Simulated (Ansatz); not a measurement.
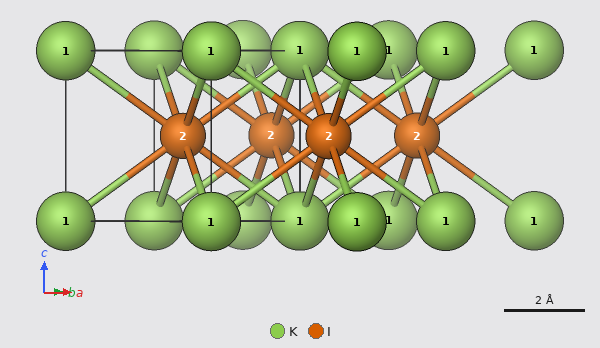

This is a symmetric starting cell of KI. The picture is a ball-and-stick view of the cell of the calculation, repeated 2 × 2 × 1 with one cell outlined, seen from a free direction.

Method: DFT r2SCAN, scalar-relativistic, plane waves, PAW in Ansatz. Settings: plane-wave cutoff 500 eV; k-point mesh 6 × 6 × 6; occupations gaussian; smearing width 0.02 eV; no spin polarisation.

The variant: All lengths are scaled by −1.2 % (volume −3.5 %), the atoms keeping their fractional coordinates. No relaxation follows. The starting cell wasn't computed here and needn't be at equilibrium, so pressure and forces aren't due to the change alone.

Input
```yaml
crystal:
  lattice:
    - [4.2409038351, 0.0, 0.0]
    - [0.0, 4.2409038351, 0.0]
    - [0.0, 0.0, 4.2409038351]
  atoms:
    - { symbol: K, position: [0.0, 0.0, 0.0] }
    - { symbol: I, position: [0.5, 0.5, 0.5] }
basis:
  ecutwfc: 500
kpoints:
  mp_grid: { grid: [6, 6, 6] }
hamiltonian:
  xc: r2scan
scf:
  occupations: { method: gaussian, width: 0.02 }
output:
  forces: true
  stress: true
  eigenvalues: true
  populations: true
```

Command:
```bash
ansatz run input.yaml --threads 1 --pin off --max-ram 1331MiB --backend cpu --events-out ev --progress --plain --runs-dir out
```

Q: What is the effect?

A: The pressure is 0.6 GPa (not all of it need come from the change, since the unchanged cell can be under pressure at this level too). All forces vanish by symmetry. Some distances before and after: I–K 3.716 → 3.673 Å. The space group stays Pm-3m (No. 221).
